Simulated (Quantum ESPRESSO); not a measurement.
**EuO: 7 runs along one coordinate**

System: EuO (Fm-3m, 2 atoms in the cell).
Method: Kohn-Sham DFT of a periodic cell, PBE, SSSP 1.3 efficiency PBE, spin-polarised (Quantum ESPRESSO 7.5).

The 7 runs differ only in the geometry, by an even scaling of the cell at fixed fractional positions. The structure derives from an entry of the Crystallography Open Database.

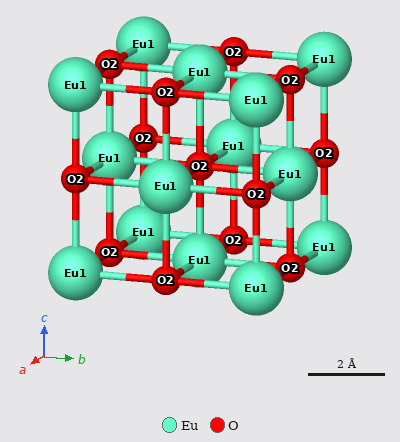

Figure 1. The structure of run 4 (ball-and-stick view of the cell 4 times as large as that of the calculation, set on its symmetry axes, seen slightly off an axis; atoms are numbered from 1 in the order of the input).

**Input of run 4**
```
&CONTROL
  calculation = 'scf'
  prefix = 'pwscf'
  outdir = './tmp'
  pseudo_dir = './pseudo'
  tprnfor = .true.
  tstress = .true.
  disk_io = 'low'
/
&SYSTEM
  ibrav = 0
  nat = 2
  ntyp = 2
  ecutwfc = 55
  ecutrho = 440
  nbnd = 21
  occupations = 'smearing'
  smearing = 'fd'
  degauss = 0.00367493
  nspin = 2
  starting_magnetization(1) = 0.4118
  starting_magnetization(2) = 0
/
&ELECTRONS
  conv_thr = 4d-10
  electron_maxstep = 120
  mixing_beta = 0.3
/
ATOMIC_SPECIES
Eu   151.9640 Eu.paw.z_17.atompaw.wentzcovitch.v1.2.upf
O     15.9990 O.pbe-n-kjpaw_psl.0.1.UPF
CELL_PARAMETERS angstrom
   0.0000000000    2.5719500000    2.5719500000
   2.5719500000    0.0000000000    2.5719500000
   2.5719500000    2.5719500000    0.0000000000
ATOMIC_POSITIONS crystal
Eu     0.0000000000    0.0000000000    0.0000000000
O      0.5000000000    0.5000000000    0.5000000000
K_POINTS automatic
9 9 9 0 0 0
```

**File pp_density.in of run 4**
```
&INPUTPP
  prefix = 'pwscf'
  outdir = './tmp'
  filplot = 'density.dat'
  plot_num = 0
/
&PLOT
  nfile = 1
  filepp(1) = 'density.dat'
  iflag = 3
  output_format = 6
  fileout = 'density.cube'
/
```

**File pp_potential.in of run 4**
```
&INPUTPP
  prefix = 'pwscf'
  outdir = './tmp'
  filplot = 'potential.dat'
  plot_num = 11
/
&PLOT
  nfile = 1
  filepp(1) = 'potential.dat'
  iflag = 3
  output_format = 6
  fileout = 'potential.cube'
/
```

**File pp_spin.in of run 4**
```
&INPUTPP
  prefix = 'pwscf'
  outdir = './tmp'
  filplot = 'spin.dat'
  plot_num = 6
/
&PLOT
  nfile = 1
  filepp(1) = 'spin.dat'
  iflag = 3
  output_format = 6
  fileout = 'spin.cube'
/
```

Command:
```bash
OMP_NUM_THREADS=1 pw.x -in pw.in > pw.out
OMP_NUM_THREADS=1 pp.x -in pp_density.in > pp_density.out
OMP_NUM_THREADS=1 pp.x -in pp_potential.in > pp_potential.out
OMP_NUM_THREADS=1 pp.x -in pp_spin.in > pp_spin.out
```

Lattice vectors (Å) and fractional positions of run 4:
```
   0.000000    2.571950    2.571950
   2.571950    0.000000    2.571950
   2.571950    2.571950    0.000000
Eu  0.000000  0.000000  0.000000
O   0.500000  0.500000  0.500000
```

Run 6 has the same physical settings and fractional positions; its lattice vectors (Å) are:
```
   0.000000    2.605795    2.605795
   2.605795    0.000000    2.605795
   2.605795    2.605795    0.000000
```

**Results, with one run withheld**

| run | volume per atom (Å³) | free energy per atom, from the lowest run given (meV) | pressure (GPa) |
| --- | --- | --- | --- |
| 1 | 15.992 | 0.76 | 1.25 |
| 2 | 16.333 | 0.00 | −0.81 |
| 3 | 16.673 | 3.47 | −2.66 |
| 4 | 17.013 | 10.76 | −4.35 |
| 5 | 17.354 | 21.35 | −5.83 |
| 6 | 17.694 | ? | ? |
| 7 | 18.034 | 51.02 | −8.24 |

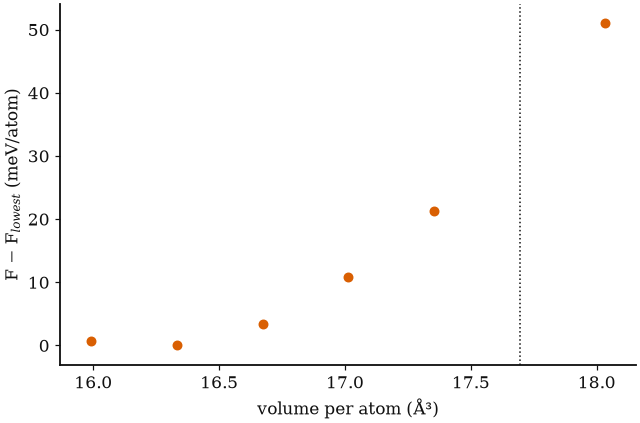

Figure 2. Free energy per atom of the runs given; the dotted line marks run 6.

What should run 6 give?

A cubic polynomial in V^(−2/3) (the Birch–Murnaghan form), fitted to the 6 runs given, misses them by at most 0.02 meV per atom. With x = V^(−2/3) − 0.15198 Å⁻², it reads F = 7.439 − 3740.2 x + 4.4949e+05 x² + 1.2708e+06 x³ (meV per atom). At run 6 it gives 34.89 meV per atom, and the run itself gives 34.89. The slope of the fit gives a pressure −dF/dV of −7.01 GPa there, and the run prints −7.15 GPa. The two needn't agree exactly: the fit is approximate, and the printed stress is taken on a finite basis. The fit has its minimum at 16.219 Å³ per atom, where V d²F/dV² gives 99.5 GPa: the bulk modulus at this level, since symmetry fixes the shape and the positions.

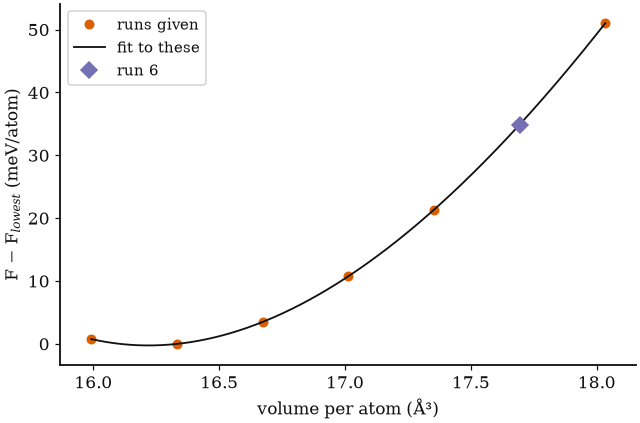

Figure 3. The fit and the withheld run.

**Some lines of the output (run 6)**
```
[...]
     total energy              =    -684.46316525 Ry
     total energy              =    -684.46443892 Ry
     total energy              =    -684.46742438 Ry
     total energy              =    -684.46740988 Ry
     total energy              =    -684.46747899 Ry
     total energy              =    -684.46750029 Ry
     total energy              =    -684.46750286 Ry
     total energy              =    -684.46750442 Ry
     total energy              =    -684.46750451 Ry
     the Fermi energy is    13.6644 ev
!    total energy              =    -684.46750452 Ry
     The total energy is F=E-TS. E is the sum of the following terms:
     Computing stress (Cartesian axis) and pressure
          total   stress  (Ry/bohr**3)                   (kbar)     P=      -71.52
```
